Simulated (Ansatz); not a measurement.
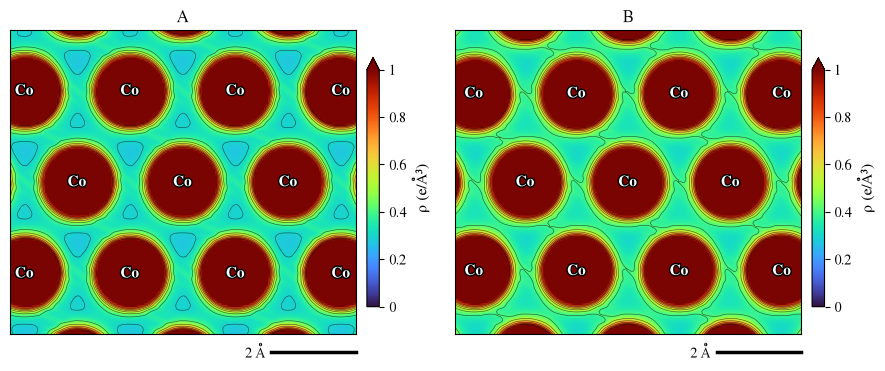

Co. The valence charge density (pseudo) of two cells that differ in size, on the (001) plane of each (indices in the axes of the calculation cell), at one length scale and on one colour scale: A has 10.9 Å³ an atom and B 10.0.

Computed with DFT, PBE, plane waves (420 eV) with PAW, scalar-relativistic in Ansatz 0.2.0.

In a PAW calculation such maps are meaningful between the atoms, not at the nuclei.

The larger cell:

```xyz
2
Lattice="-1.6763 1.3794 1.2285 1.3794 -1.6763 1.2285 3.1077 3.1077 -1.7724" Properties=species:S:1:pos:R:3 pbc="T T T"
Co   -1.5495    1.2525    1.2285
Co    0.5146    2.2961    0.3423
```

The smaller cell: a = 2.426 Å, b = 2.426 Å, c = 4.609 Å, α = 105.21°, β = 105.21°, γ = 120.05°.

**What does the compression do to the bonding and the properties?**

From the larger cell to the smaller, Co–Co goes from 2.49 to 2.43 Å, and the density at its midpoint from 0.36 to 0.4 e/Å³; the pressure goes from −0.3 to 22 GPa.
